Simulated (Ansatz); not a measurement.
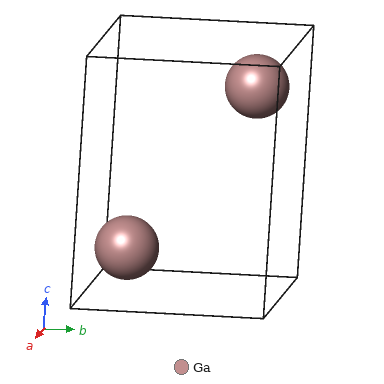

System: Ga, space group P2_1/m (No. 11). The picture shows the conventional cell.

The given structure:
```xyz
2
Lattice="2.7784 0.0000 0.0000 0.0000 3.2816 0.0000 -1.3434 0.0000 3.9903" Properties=species:S:1:pos:R:3 pbc="T T T"
Ga   -0.6607    2.4612    3.0732
Ga    2.0957    0.8204    0.9171
```

How it was computed, with Ansatz 0.2.0: all-electron LAPW DFT, no spin polarisation; energies at scaled volumes of the given cell, shape and fractions fixed, counted from the fit's minimum, third-order Birch-Murnaghan fit. Level: PBEsol.

- k mesh: 10×8×7
- occupations: Fermi–Dirac
- smearing width: 0.05 eV
- potentials: all electron LAPW, scalar relativistic
- program settings: basis error eV/atom 0.001

What does the calculation give for the energy and pressure against volume? The volume takes the values 17.10, 17.46, 17.83, 18.19, 18.55, 18.92, 19.28 Å³/atom.

A third-order Birch–Murnaghan fit gives V0 = 18.00 Å³/atom, B0 = 60.5 GPa and B′ = 4.8. The energy is 9.28 meV/atom at volume 17.10 Å³/atom and 15.22 meV/atom at 19.28 Å³/atom; the lowest computed point is at volume 17.83 Å³/atom (0.29 meV/atom), and no other minimum shows. The pressure falls from 3.49 GPa at volume 17.10 Å³/atom to −3.56 GPa at 19.28 Å³/atom, and changes sign near 18.00 Å³/atom.

```
volume (Å³/atom)  energy (meV/atom)  pressure (GPa)
           17.10               9.28            3.49
           17.46               3.14            1.96
           17.83               0.29            0.58
           18.19               0.41           -0.64
           18.55               3.10           -1.71
           18.92               8.11           -2.68
           19.28              15.22           -3.56
```

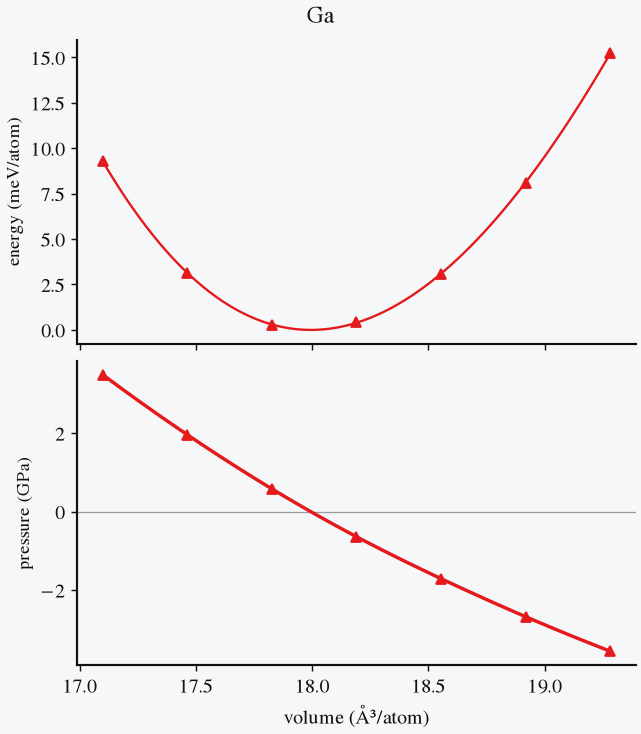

Limits of the calculation: shape and atomic fractions are frozen while scaling, which makes layered, chain and framework solids too stiff.
